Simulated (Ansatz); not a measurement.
**Run report: Ga₂₅Se₂₄, geometry relaxation (part 3 of 5)**

Ga₂₅Se₂₄ (defect cell, 49 atoms in the cell); DFT PBEsol, scalar-relativistic, plane waves, PAW, spin-polarised (Ansatz 0.2.0); cutoff 420 eV, 2×2×2 k-mesh, Gaussian smearing of 0.01 eV, collinear spins. The structure derives from a Materials Project entry. It belongs to a series of runs on one base structure; here: Ga interstitial, charge +0, atoms relaxed at the host's cell.

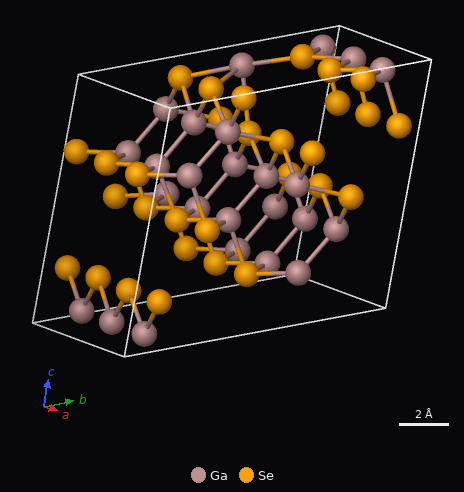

Fig. 1: The geometry at step 5 of the log (ball-and-stick view of the cell of the calculation, seen slightly off an axis).

**Output, continued**
```
  k-point 5 ↓: bands = ["-40.5988", "-40.5987", "-40.5961", "-40.5959", "-40.5920", "-40.5917", "-40.5910", "-40.5908", "-40.5857", "-40.5830", ... 216 levels left out ..., "-7.5003", "-7.4990", "-7.4445", "-7.4361", "-7.4354", "-7.4310", "-7.4094", "-7.3997", "-7.3950", "-7.3890", "-7.3852", "-7.3840", "-7.3827", "-7.3708", "-7.1314", "-7.1272", "-7.0884", "-7.0533", "-7.0515", "-6.6731", "-6.6076", "-6.5293", "-6.4669", "-6.4289", "-6.4097", "-6.2738", "-6.2580", "-5.7118", "-5.6803",
      "-5.6262", "-5.6099", "-5.5660", "-5.5469", "-5.5343", "-5.5160", "-5.4852", "-5.4747", "-5.4625", "-5.4532", "-5.4086", "-5.3956", "-5.3600", "-5.3358", "-0.2908", "-0.2147", "-0.1610", "-0.1345", "-0.0187", "0.0259", "0.0679", "0.0799", "0.2104", "0.3038", "0.5036", "0.5572", "0.6543", "0.7344", "0.8092", "0.8369", "1.0457", "1.1047", "1.1419", "1.1530", "1.8592", "2.5331", "2.7466", "2.8117", "2.8665", "3.0059",
      "3.0651", "3.0895", "3.1671", "3.2261", "3.2902", "3.3026", "3.3666", "3.6501", "3.6856", "3.7408", "3.8118", "3.8291", "3.8459", "3.8694", "3.9169", "3.9285", "3.9427", "3.9691", "4.0016", "4.0141", "4.0496", "4.0516", "4.0846", "4.0866", "4.1055", "4.1585", "4.1640", "4.1954", "4.3213", "4.3918", "4.5109", "4.5218", "4.8001", "4.8917", "4.9322", "4.9474", "4.9709", "4.9935", "5.1599", "5.1664",
      "5.2762", "5.2908", "5.3128", "5.3437", "5.3625", "5.3850", "5.5006", "5.5096", "5.5412", "5.5489", "5.5709", "5.5899", "5.6102", "5.6485", "5.8947", "6.0099", "6.7528", "6.7809", "6.9921", "8.8370", "8.9760", "9.0282", "9.1304", "9.1988", "9.2737", "9.3150", "9.3634", "9.3770", "9.3947", "9.4176", "9.4703", "9.5668", "9.6106", "9.6464", "9.6636", "9.6942", "9.7330", "9.7623", "9.8176", "9.8229",
      "9.8721", "9.9192", "10.0770", "10.4380", "10.7066", "10.7549", "10.8168", "10.9302", "10.9785", "11.0677", "11.0956", "11.1871", "11.2174", "11.2347", "11.2805", "11.2902", "11.3514", "11.3768", "11.5005", "11.5554", "11.6142", "11.6485", "11.7223", "11.7369", "11.7493", "11.7835", "11.8096", "11.8337", "11.8705", "11.9042", "11.9218", "11.9318", "11.9560", "11.9669", "11.9918", "12.0332", "12.0607", "12.0995", "12.3253", "12.5156",
      "12.6616", "13.1618", "13.2180", "13.2428", "13.3270", "13.3349", "13.3611", "13.4076", "13.4241", "13.4882", "13.5406"]
--- Relaxed structure (5 steps of the walk, 5 accepted, 0 SCFs on fresh bases) ---
  F+E_penalty+E_count = -223786.09807964 eV   max|allowed force component| = 7.791e-3 eV/Å
  atoms:
    - { symbol: Ga, position: [0.25636199218015143, 0.5865388682268813, 0.5582644596215998] }
    - { symbol: Ga, position: [0.9221240769428585, 0.5887038763304052, 0.567047969783878] }
    - { symbol: Ga, position: [0.08858990246091725, 0.8416784654670666, 0.3160586368057948] }
    - { symbol: Ga, position: [0.2602969654588537, 0.08524264787248843, 0.06750394656903938] }
    - { symbol: Ga, position: [0.5988346799713675, 0.5865388682268815, 0.5582644596215999] }
    - { symbol: Ga, position: [0.7536729952662214, 0.8416784654670667, 0.3160586368057948] }
    - { symbol: Ga, position: [0.9216644498417826, 0.0931505665676464, 0.06352053374878774] }
    - { symbol: Ga, position: [0.4241961453811517, 0.8386518956153703, 0.31295581362232583] }
    - { symbol: Ga, position: [0.5869564400996184, 0.08524264787248843, 0.0675039465690394] }
    - { symbol: Ga, position: [0.08995732416798707, 0.3369920645263881, 0.8069169761796637] }
    - { symbol: Ga, position: [0.7661336351259609, 0.3369920645263881, 0.8069169761796637] }
    - { symbol: Ga, position: [0.4371968838380538, 0.3230360031132331, 0.80257022921066] }
    - { symbol: Ga, position: [0.9116237915848953, 0.16031913052253932, 0.6855515437879237] }
    - { symbol: Ga, position: [0.5844616990015334, 0.1517689462605482, 0.6793076557363849] }
    - { symbol: Ga, position: [0.7447699948734088, 0.4113557969521348, 0.4356048603709789] }
    - { symbol: Ga, position: [0.8997270463686007, 0.6670960286372674, 0.19381195095180032] }
    - { symbol: Ga, position: [0.24250553410464143, 0.16031913052253932, 0.6855515437879237] }
    - { symbol: Ga, position: [0.40826934780347757, 0.41135579695213476, 0.43560486037097884] }
    - { symbol: Ga, position: [0.5737836908271637, 0.6645133873285148, 0.1879192310171578] }
    - { symbol: Ga, position: [0.07081016756738134, 0.409010434049346, 0.4493692308158916] }
    - { symbol: Ga, position: [0.23936497404233165, 0.6670960286372674, 0.19381195095180043] }
    - { symbol: Ga, position: [0.729823748612117, 0.9186306173315787, 0.9377776567278217] }
    - { symbol: Ga, position: [0.4137679773284829, 0.9186306173315787, 0.9377776567278218] }
    - { symbol: Ga, position: [0.07004591680449157, 0.9220729535750599, 0.9378352128159573] }
    - { symbol: Se, position: [0.1866223625244402, 0.838057784568573, 0.4583537430306017] }
    - { symbol: Se, position: [0.8512798201245064, 0.8386628462404409, 0.45877751351054635] }
    - { symbol: Se, position: [0.018919805439125803, 0.09117269750710878, 0.20599260703166922] }
    - { symbol: Se, position: [0.19363288346023122, 0.3318874114911252, 0.9482539759061761] }
    - { symbol: Se, position: [0.5169661098763852, 0.838057784568573, 0.4583537430306017] }
    - { symbol: Se, position: [0.6839148900220963, 0.09117269750710875, 0.20599260703166922] }
    - { symbol: Se, position: [0.852038238945365, 0.3418095514702293, 0.9541139706390399] }
    - { symbol: Se, position: [0.34861887232858846, 0.09143671437271467, 0.21132554097010833] }
    - { symbol: Se, position: [0.5262257291424677, 0.3318874114911251, 0.948253975906176] }
    - { symbol: Se, position: [0.020373780276923603, 0.5888127444548635, 0.707200401049707] }
    - { symbol: Se, position: [0.6836130742185059, 0.5888127444548634, 0.7072004010497069] }
    - { symbol: Se, position: [0.3610820442538831, 0.5780075455710236, 0.6998283659212104] }
    - { symbol: Se, position: [0.47955313021153007, 0.4971964363317798, 0.20948521712352058] }
    - { symbol: Se, position: [0.13927258556422095, 0.5004294204508306, 0.2210254084207273] }
    - { symbol: Se, position: [0.3087171529898194, 0.7556432610424996, 0.9656133755253207] }
    - { symbol: Se, position: [0.4802745072967718, 0.9900840777091684, 0.711046346423644] }
    - { symbol: Se, position: [0.8137652163331697, 0.49719643633177973, 0.20948521712352058] }
    - { symbol: Se, position: [0.9700262104423606, 0.7556432610424998, 0.9656133755253208] }
    - { symbol: Se, position: [0.1486982260905252, 0.9913077613668165, 0.7112957864521336] }
    - { symbol: Se, position: [0.648462677895793, 0.7425353146311902, 0.9605393295772231] }
    - { symbol: Se, position: [0.8185950685704163, 0.9900840777091682, 0.7110463464236437] }
    - { symbol: Se, position: [0.31477770154181833, 0.24319637981642486, 0.4591828332278641] }
    - { symbol: Se, position: [0.9828430854138928, 0.24319637981642483, 0.45918283322786413] }
    - { symbol: Se, position: [0.6495873457634604, 0.24593766060960962, 0.45488764786346925] }
    - { symbol: Ga, position: [0.24520010162025652, 0.5468229642312429, 0.9627768325282442] }
--- Löwdin populations: 49 sites ---
  site symbol       q [e]    m [muB]
     0     Ga     12.9401     0.0000
     1     Ga     12.9318    -0.0000
     2     Ga     12.9319     0.0000
     3     Ga     12.9384     0.0000
     4     Ga     12.9401     0.0000
     5     Ga     12.9319     0.0000
     6     Ga     12.9301    -0.0000
     7     Ga     12.9352     0.0000
     8     Ga     12.9384     0.0000
     9     Ga     12.9440    -0.0000
    10     Ga     12.9440    -0.0000
    11     Ga     12.9269     0.0000
    12     Ga     12.9315     0.0000
    13     Ga     12.9255    -0.0000
    14     Ga     12.9267     0.0000
    15     Ga     12.9291     0.0000
    16     Ga     12.9315     0.0000
    17     Ga     12.9267     0.0000
    18     Ga     12.9325     0.0000
    19     Ga     12.9452    -0.0000
    20     Ga     12.9291     0.0000
    21     Ga     12.9465     0.0000
    22     Ga     12.9465     0.0000
    23     Ga     12.9249     0.0000
    24     Se     16.0099    -0.0000
    25     Se     16.0139     0.0000
    26     Se     16.0097    -0.0000
    27     Se     15.9737     0.0000
    28     Se     16.0099    -0.0000
    29     Se     16.0097    -0.0000
    30     Se     16.0070     0.0000
    31     Se     16.0029     0.0000
    32     Se     15.9737     0.0000
    33     Se     16.0074    -0.0000
    34     Se     16.0074    -0.0000
    35     Se     15.9772    -0.0000
    36     Se     16.0159     0.0000
    37     Se     15.9804     0.0000
    38     Se     15.9768    -0.0000
    39     Se     16.0069    -0.0000
    40     Se     16.0159     0.0000
    41     Se     15.9768    -0.0000
    42     Se     16.0127    -0.0000
    43     Se     16.0035    -0.0000
    44     Se     16.0069    -0.0000
    45     Se     16.0107     0.0000
    46     Se     16.0107     0.0000
    47     Se     16.0106    -0.0000
    48     Ga     13.0669    -0.0000
  spilling = 0.002080 (of n_electrons = 709.000000)
```
